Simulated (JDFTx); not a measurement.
## Energy of HgSe along an even scaling of the cell

System: HgSe (F-43m, 2 atoms in the cell).
Method: Kohn-Sham DFT of a periodic cell, PBEsol, PseudoDojo-SR-PBEsol-0.4.1-standard, no spin polarisation (JDFTx 1.7.0 (patched build)).

The 7 runs differ only in the geometry, by an even scaling of the cell at fixed fractional positions. The structure derives from an entry of the Crystallography Open Database.

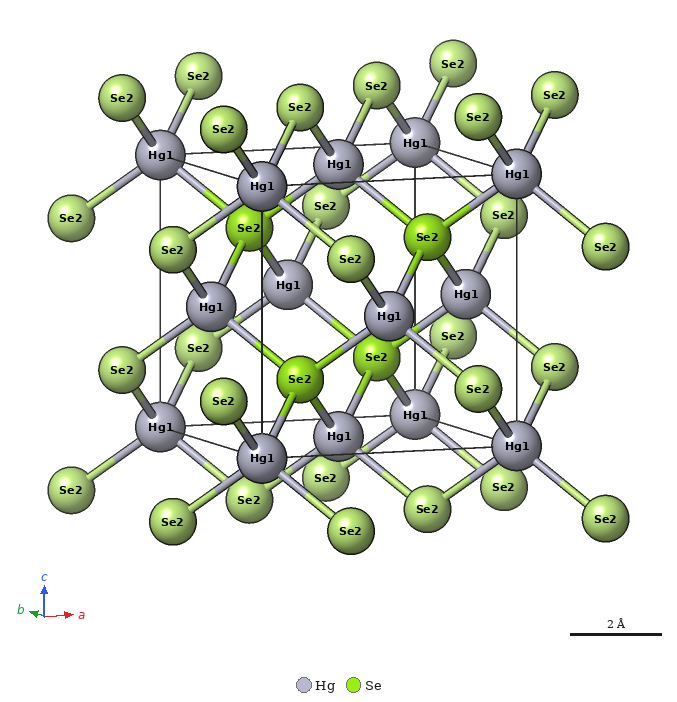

Figure 1. The structure of run 4 (ball-and-stick view of the cell 4 times as large as that of the calculation, set on its symmetry axes, seen slightly off an axis; neighbours outside the cell are drawn fainter; atoms are numbered from 1 in the order of the input). An atom can appear more than once, as a periodic image.

**Input of run 4**
```
lattice \
    0.0000000000     5.7428776927     5.7428776927 \
    5.7428776927     0.0000000000     5.7428776927 \
    5.7428776927     5.7428776927     0.0000000000
coords-type Lattice
ion Hg     0.0000000000     0.0000000000     0.0000000000 1
ion Se     0.7500000000     0.7500000000     0.7500000000 1

ion-species pseudo/Hg.upf
ion-species pseudo/Se.upf
elec-cutoff 43 344
elec-ex-corr gga-PBEsol
kpoint-folding 8 8 8
elec-smearing Fermi 0.0018374661
elec-n-bands 25
electronic-SCF nIterations 100 energyDiffThreshold 1e-09
electronic-minimize nIterations 30 energyDiffThreshold 1e-7
forces-output-coords Cartesian

dump-name run.$VAR
dump End Ecomponents EigStats BandEigs Kpoints Forces Stress
```

Command:
```bash
jdftx -c 1 -i HgSe.in -o HgSe.out
```

Lattice vectors (Å) and fractional positions of run 4:
```
   0.000000    3.039000    3.039000
   3.039000    0.000000    3.039000
   3.039000    3.039000    0.000000
Hg  0.000000  0.000000  0.000000
Se  0.750000  0.750000  0.750000
```

Run 3 differs from it as follows:
```diff
-    0.0000000000     5.7428776927     5.7428776927 \
-    5.7428776927     0.0000000000     5.7428776927 \
-    5.7428776927     5.7428776927     0.0000000000
+    0.0000000000     5.7043337281     5.7043337281 \
+    5.7043337281     0.0000000000     5.7043337281 \
+    5.7043337281     5.7043337281     0.0000000000
```

**Results, with one run withheld**

| run | volume per atom (Å³) | free energy per atom, from the lowest run given (meV) | pressure (GPa) |
| --- | --- | --- | --- |
| 1 | 26.383 | 39.07 | 5.66 |
| 2 | 26.944 | 22.02 | 4.09 |
| 3 | 27.505 | ? | ? |
| 4 | 28.067 | 3.03 | 1.43 |
| 5 | 28.628 | 0.00 | 0.32 |
| 6 | 29.189 | 0.63 | −0.67 |
| 7 | 29.751 | 4.52 | −1.55 |

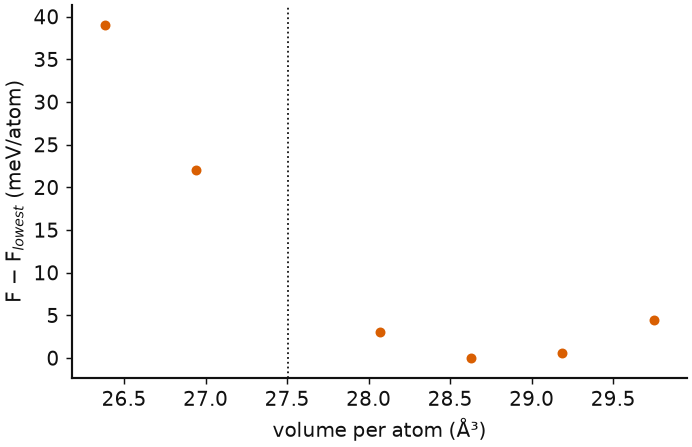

Figure 2. Free energy per atom of the runs given; the dotted line marks run 3.

Estimate the energy of run 3 from the others.

A cubic polynomial in V^(−2/3) (the Birch–Murnaghan form), fitted to the 6 runs given, misses them by under 0.01 meV per atom. With x = V^(−2/3) − 0.10815 Å⁻², it reads F = 2.6058 + 3233.6 x + 9.4765e+05 x² + 4.7961e+06 x³ (meV per atom). At run 3 it gives 10.21 meV per atom, and the run itself gives 10.20. The slope of the fit gives a pressure −dF/dV of 2.68 GPa there, and the run prints 2.68 GPa. The fit has its minimum at 28.804 Å³ per atom, where V d²F/dV² gives 51.7 GPa: the bulk modulus at this level, since symmetry fixes the shape and the positions.

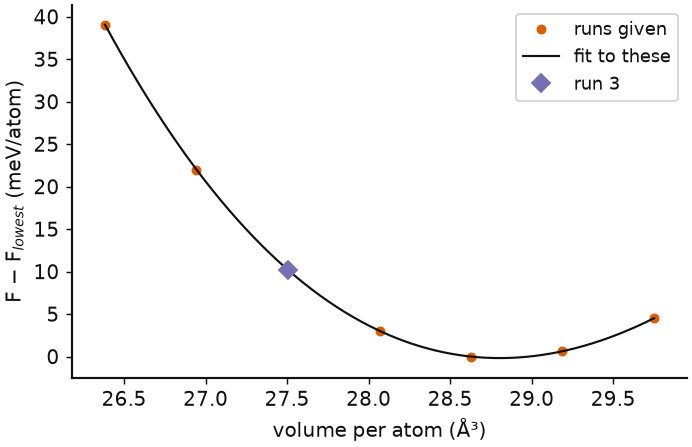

Figure 3. The fit and the withheld run.

**Some lines of the output (run 3)**
```
[...]
unit cell volume = 371.231
     Etot =     -267.5709803146005470
        F =     -267.5710016350100204
	HOMO-LUMO gap: +0.021349
	Optical gap  : +0.027526 at state 1 ( [ +0.000000 +0.000000 +0.125000 ] spin 0 )
```

Notes: Spin–orbit coupling is left out, which matters for Hg.
